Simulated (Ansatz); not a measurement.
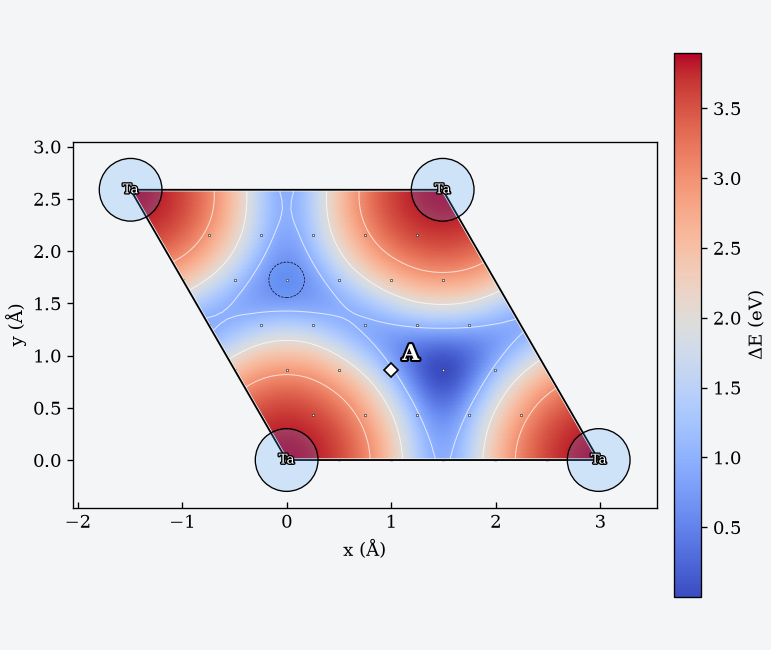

N on a Ta(111) slab cut from the Fm-3m phase, its upper half relaxed before the scan (12 atoms of substrate and one adsorbate in a 2 × 2 cell). N is moved over the surface cell; relaxed at each place: the height of the adsorbate's atoms; substrate rigid; the origin of the map has the adsorbate above Ta9. Places are given modulo a cell vector. The map is drawn in real space over the plane of the surface. The scan uses a 6 × 6 grid; 10 points were computed and 26 follow by symmetry. Places are given in fractions of the 1 × 1 surface cell. All energies are given in eV relative to the lowest grid point. Computed with Ansatz, DFT PBE, scalar-relativistic, plane waves, PAW. Settings: cutoff 420 eV, k-mesh 6×6×1, gaussian smearing 0.1 eV, no spin polarisation.

The picture shows a smooth colour map with a few white contour lines, dots at the grid points, labelled circles for the atoms of the top layer and small ones for the second layer, the outline of one cell of the plane, the point A. Between grid points the surface is interpolated.

### Is A at rest? If not, where is it pushed?

A, at (3/6, 2/6) of the cell vectors, is not a stationary point. The computed force is 4 eV/Å in the plane, pointing up and right in the picture (components 3.2 and 2.4 eV/Å).

PAW datasets: the set soft_1.
